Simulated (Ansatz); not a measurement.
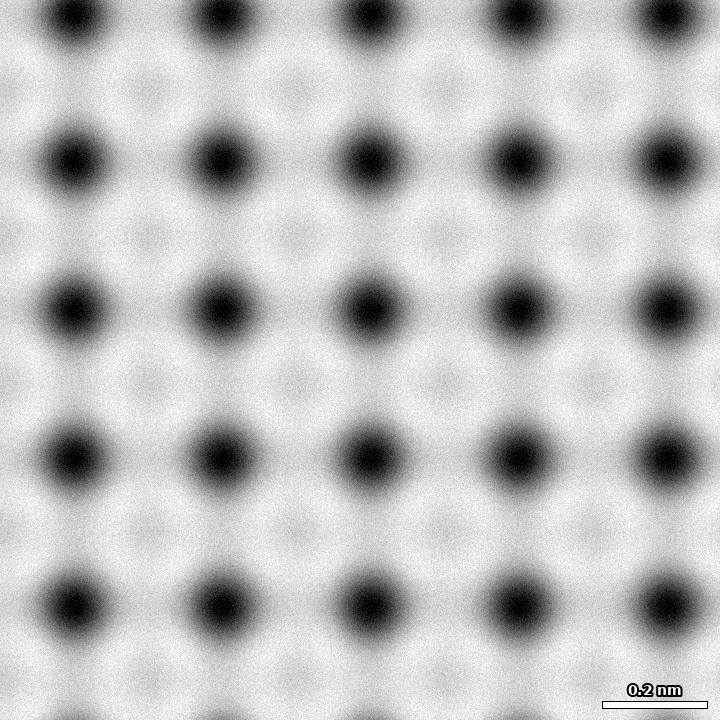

HRTEM-like image of Tm (Im-3m, No. 229). Simulated in the weak-phase-object approximation with neutral-atom potentials: 80 kV, Cs = 20 µm, defocus −110 Å (negative is underfocus), defocus spread 15 Å, aperture 0.78 1/Å. Shot noise was added. Structure: the input geometry of an electronic-structure calculation (not necessarily at equilibrium); the starting structure was generated, so it need not be a known form of this composition.

```cif
data_structure
_symmetry_space_group_name_H-M 'P 1'
_symmetry_Int_Tables_number 1
_cell_length_a 4.0745
_cell_length_b 4.0745
_cell_length_c 4.0745
_cell_angle_alpha 90.000
_cell_angle_beta 90.000
_cell_angle_gamma 90.000
_cell_volume 67.64
loop_
_atom_site_label
_atom_site_type_symbol
_atom_site_fract_x
_atom_site_fract_y
_atom_site_fract_z
_atom_site_occupancy
Tm1 Tm 0.00000 0.00000 0.00000 1
Tm2 Tm 0.50000 0.50000 0.50000 1
```

Question: Which beam direction gives this image, [221], [001], [111] or [110]? (Directions equivalent by symmetry count as one.)

Answer: [001]. The projected cells are 0.96 × 2.88 Å, 90° for [221]; 2.88 × 2.88 Å, 90° for [001]; 3.33 × 3.33 Å, 120° for [111]; 2.04 × 2.88 Å, 90° for [110], and the image repeats as the [001] one does.
